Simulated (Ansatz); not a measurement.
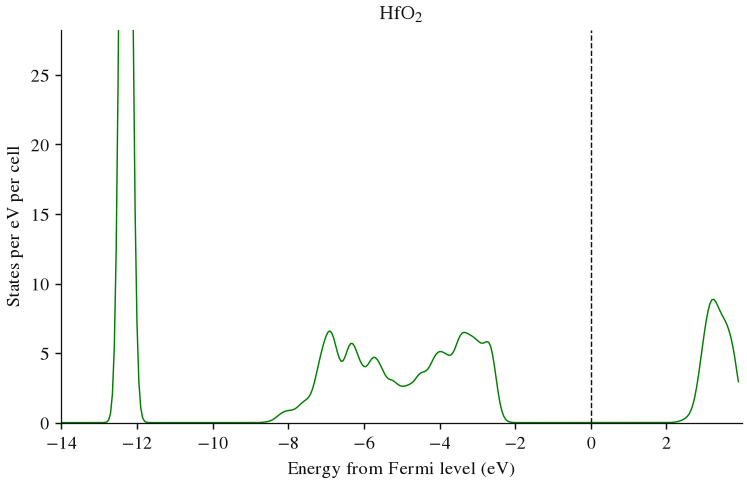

Describe the figure.

Density of states of HfO₂, space group P4_2/nmc, 6 atoms in the cell, hydrostatic strain −2.0%. Ansatz; DFT, PBE, plane waves, PAW, no spin polarisation, 8×8×6 k mesh, 420 eV cutoff, Fermi-Dirac smearing of 0.02 eV. Energies are counted from the Fermi level. The curve is built from the levels of the k mesh with Gaussians 0.3 eV wide, which also blur the band edges.

There is a gap; over the k points computed it is 4.62 eV (indirect; the smallest direct gap is 4.81 eV). The upper group of valence states starts about 6.0 eV under the valence-band top (which lies at −2.3 eV on this axis), with a gap beneath it; it holds about 24 electrons a cell.

The cell is at 21 GPa in this functional. Spin-orbit coupling is left out, which matters for Hf.
